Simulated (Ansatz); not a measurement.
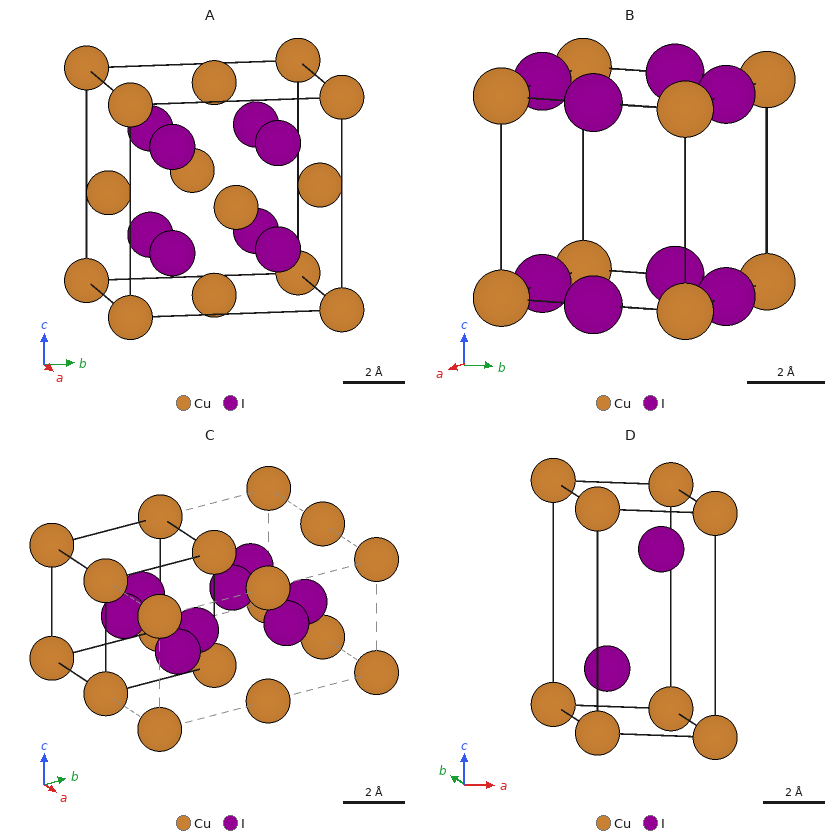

Four structures of CuI2, each relaxed to rest (conventional cells in solid outline, small ones repeated, each panel with its own scale). Method: DFT PBE, scalar-relativistic, plane waves, PAW in Ansatz, without spin polarisation.

**Name the structure in each panel.**

A: fluorite (CaF₂ type), Fm-3m; B: 3 atoms a cell on a primitive tetragonal lattice, P4/mmm; C: AlB₂ type, P6/mmm; D: cadmium iodide (CdI₂, 1T) type, P-3m1.

**Rank them by energy, lowest first.**

D, then B (+113 meV/atom), A (+395 meV/atom) and C (+957 meV/atom), energies at zero smearing.

**Collect the results in a table.**

| panel | structure | E − E(lowest) (meV/atom) | volume (Å³/atom) | gap (eV) |
| --- | --- | --- | --- | --- |
| D | P-3m1 | 0 | 34.3 | metal |
| B | P4/mmm | 113 | 48.8 | metal |
| A | Fm-3m | 395 | 30.7 | metal |
| C | P6/mmm | 957 | 33.8 | metal |

Some of these may be structure types tried for this composition rather than known phases, and the most stable form need not be among them. Gaps are taken on the k-mesh or band path of each run.
